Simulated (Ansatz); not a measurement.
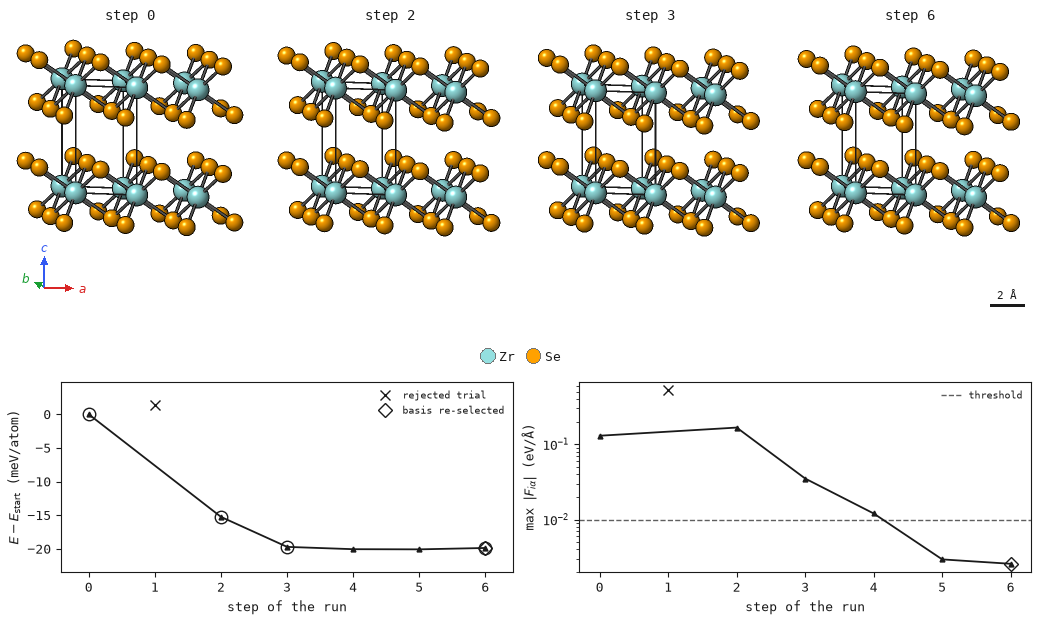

Frames of a relaxation of solid ZrSe$_{2}$ (set up in P-3m1), marked on the history of the run. The picture is a ball-and-stick view of the cell of the calculation, repeated 2 × 1 × 1 with one cell outlined, seen slightly off an axis.

Method: DFT PBE+D3(BJ), scalar-relativistic, plane waves, PAW in Ansatz 0.2.0. Set-up: plane-wave cutoff 420 eV; k-point mesh 12 × 12 × 6; occupations gaussian; smearing width 0.02 eV; no spin polarisation; cell and atoms relaxed; force threshold 0.01 eV/Å; at most 80 steps.

Describe the path.

The largest moves relative to the cell, 0.12 Å, are those of Se atoms. Zr stays in place. The volume changes by −9.4 %, with a = b 3.811 → 3.736 Å (−2.0 %), c 6.400 → 6.036 Å (−5.7 %). Near-neighbour distances that change, for instance: Se–Zr 2.699 → 2.685 Å. The space group stays P-3m1 (No. 164). Over 4 accepted moves (6 points after the start) the energy falls by 19.9 meV per atom. Largest force component: 0.13 eV/Å at the start, 0.0026 eV/Å at the end. Pressure: −1.76 GPa at the start and −0.01 GPa at the end. The line search rejected the trial step at point 1 of the run. At 1 point the geometry stayed and the basis and grid were re-selected for the new cell (energy shift of 0.2 meV per atom at most each time). From step 0 to 2: Se atoms move most (0.06 Å), volume −6.0 %, energy −15.2 meV per atom. From step 2 to 3: Se atoms move most (0.06 Å), volume −3.1 %, energy −4.5 meV per atom. From step 3 to 6: volume −0.5 %, energy −0.2 meV per atom.

```json
{"step": "0", "E − E(0), meV/atom": "0.00", "largest force component, eV/Å": "0.1299", "pressure, GPa": "-1.76", "volume, Å³/atom": "26.835", "note": ""}
{"step": "1", "E − E(0), meV/atom": "1.41", "largest force component, eV/Å": "0.5199", "pressure, GPa": "-0.27", "volume, Å³/atom": "23.570", "note": "rejected"}
{"step": "2", "E − E(0), meV/atom": "-15.24", "largest force component, eV/Å": "0.1668", "pressure, GPa": "0.06", "volume, Å³/atom": "25.234", "note": ""}
{"step": "3", "E − E(0), meV/atom": "-19.70", "largest force component, eV/Å": "0.0350", "pressure, GPa": "-0.16", "volume, Å³/atom": "24.455", "note": ""}
{"step": "4", "E − E(0), meV/atom": "-20.04", "largest force component, eV/Å": "0.0120", "pressure, GPa": "0.06", "volume, Å³/atom": "24.263", "note": ""}
{"step": "5", "E − E(0), meV/atom": "-20.06", "largest force component, eV/Å": "0.0030", "pressure, GPa": "-0.01", "volume, Å³/atom": "24.322", "note": ""}
{"step": "6", "E − E(0), meV/atom": "-19.86", "largest force component, eV/Å": "0.0026", "pressure, GPa": "-0.01", "volume, Å³/atom": "24.322", "note": "same geometry, new basis"}
```
